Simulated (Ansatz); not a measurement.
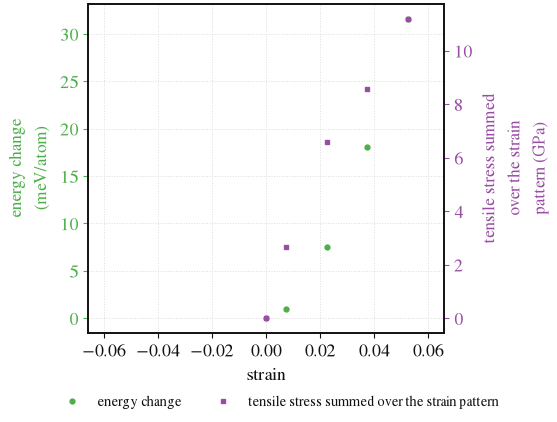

The plot gives the computed energy change and tensile stress summed over the strain pattern against strain for Al₃Cu, space group P4/mmm (No. 123).

The given structure:
```yaml
crystal:
  lattice:
    - [2.77378, 0.00000, 0.00000]
    - [0.00000, 2.77378, 0.00000]
    - [0.00000, 0.00000, 7.59186]
  atoms:
    - { symbol: Al, position: [0.00000, 0.00000, 0.50000] }
    - { symbol: Al, position: [0.50000, 0.50000, 0.22264] }
    - { symbol: Al, position: [0.50000, 0.50000, 0.77736] }
    - { symbol: Cu, position: [0.00000, 0.00000, 0.00000] }
```

Calculation (Ansatz 0.2.0): homogeneous strain of a crystal along one Voigt pattern with engineering shear, fractional coordinates fixed, by plane-wave density functional theory with PAW datasets, free energies less that of the undisturbed cell; scalar-relativistic. Level: r2SCAN, no spin polarisation.

```tsv
setting	value
wave cutoff	500 eV
k mesh	18×18×6
occupations	Gaussian
smearing width	0.15 eV
k shift	(0, 0, 0) (mesh steps)
start	relaxed
strain pattern	(1, -1, 0, 0, 0, 0) (xx yy zz yz xz xy with engineering shear)
```

The points at strain −0.045, −0.015, 0.03 and 0.06 follow from computed ones by symmetry.

The points at strain −0.0600, −0.0450, −0.0300, −0.0150, 0.0150, 0.0300, 0.0450 and 0.0600 are left out of the plot. What values does the calculation give there?

```json
{"strain": "-0.0600", "energy change (meV/atom)": "40.18", "tensile stress summed over the strain pattern (GPa)": "-13.3"}
{"strain": "-0.0450", "energy change (meV/atom)": "24.37", "tensile stress summed over the strain pattern (GPa)": "-9.7"}
{"strain": "-0.0300", "energy change (meV/atom)": "12.48", "tensile stress summed over the strain pattern (GPa)": "-7.7"}
{"strain": "-0.0150", "energy change (meV/atom)": "3.55", "tensile stress summed over the strain pattern (GPa)": "-4.9"}
{"strain": "0.0150", "energy change (meV/atom)": "3.55", "tensile stress summed over the strain pattern (GPa)": "4.9"}
{"strain": "0.0300", "energy change (meV/atom)": "12.48", "tensile stress summed over the strain pattern (GPa)": "7.7"}
{"strain": "0.0450", "energy change (meV/atom)": "24.37", "tensile stress summed over the strain pattern (GPa)": "9.7"}
{"strain": "0.0600", "energy change (meV/atom)": "40.18", "tensile stress summed over the strain pattern (GPa)": "13.3"}
```
